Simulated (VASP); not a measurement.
```
CELL_PARAMETERS angstrom
6.03600 0.00000 0.00000
0.00000 4.26810 0.00000
0.00000 0.00000 18.13405
ATOMIC_POSITIONS crystal
In 0.53585 0.50000 0.48242
In 0.03585 0.00000 0.51758
As 0.71415 0.00000 0.42340
As 0.21415 0.50000 0.57660
```

These are results of Kohn-Sham DFT of a periodic cell, PBEsol, VASP PAW PBE potentials, recommended (VASP 6.6.1), not measurements.

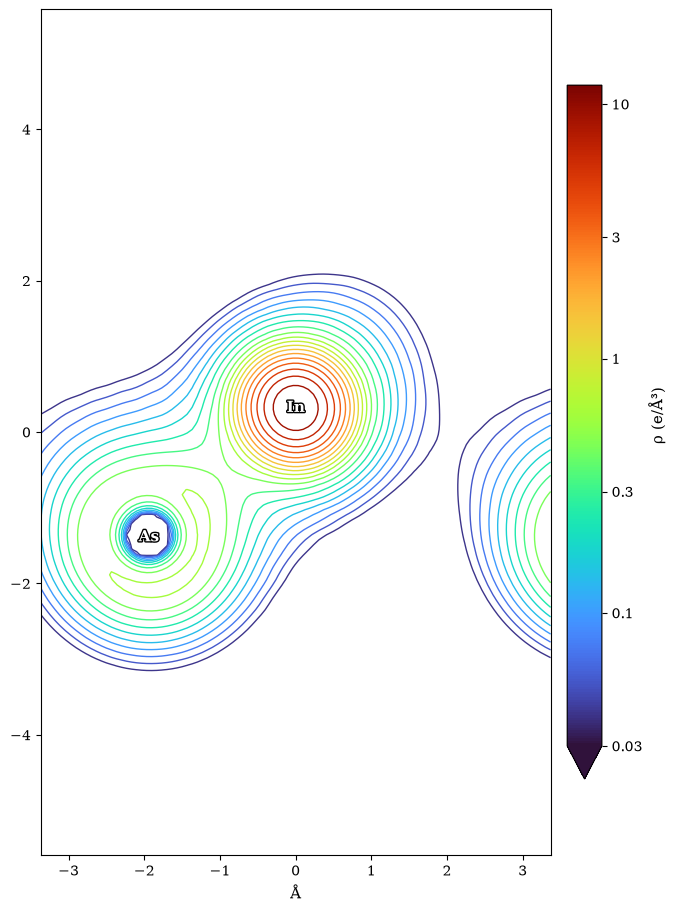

InAs (slab). Valence charge density (pseudo) on the (010) plane of the calculation cell, a cut from vacuum to vacuum.

The density is the valence pseudo-density of a PAW calculation; it isn't the true density close to the nuclei.

**Interpret the plot.**

Atoms in the plane: In and As. In–As (2.59 Å): ρ at the midpoint is about 0.43 e/Å³. The density dies away to nearly zero in the vacuum.
